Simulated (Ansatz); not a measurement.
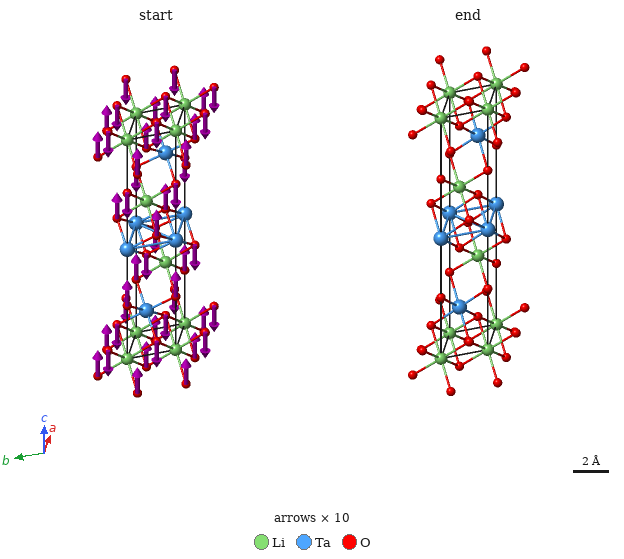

The structure of crystalline LiTaO₂ (built on the layered alpha-NaFeO2 type) (coarse preliminary run) before (left) and after (right) a relaxation, at one scale. The purple arrows give the displacements (the part carried along by the change of the cell is left out), 10 times their true length.

Style: ball-and-stick. Shown: the conventional cell (3 times the calculation's cell), from a free direction. Lengths and directions refer to the drawn axes.

These are results of DFT r2SCAN, scalar-relativistic, plane waves, PAW (Ansatz 0.2.0), not measurements. Settings: plane-wave cutoff 500 eV; k-point mesh 6 × 6 × 6; occupations gaussian; smearing width 0.1 eV; no spin polarisation; cell and atoms relaxed; force threshold 0.05 eV/Å; at most 80 steps.

Question: What changed between the two?

Answer: The largest moves relative to the cell, 0.17 Å, are those of O atoms. Ta and Li stay in place. The volume changes by +2.0 %, with a = b 2.958 → 2.851 Å (−3.6 %), c 14.630 → 16.060 Å (+9.8 %). Among the contacts that change: Li–Ta 2.977 → 3.142 Å, O–Ta 2.040 → 2.160 Å, Ta–Ta 2.958 → 2.851 Å, Li–O 2.160 → 2.085 Å. Bond angles that change, for instance: Ta–O–Ta 92.9° → 82.6°, Li–O–Ta 90.2° → 95.5°, Li–O–Ta 175.4° → 177.5°. The space group stays R-3m (No. 166). After 4 accepted moves (5 points after the start) the energy has fallen by 284 meV per atom. Largest force component: 4.5 eV/Å at the start, 0.0013 eV/Å at the end. The pressure goes from 29.09 to 0.04 GPa. At 1 point the geometry stayed and the basis and grid were re-selected for the new cell (energy shift of 0.2 meV per atom at most each time). Cost: 56 s on 1 thread of Intel(R) Xeon(R) Processor @ 2.50GHz (Skylake/Cascade Lake), on a shared host, peak memory 0.47 GiB.
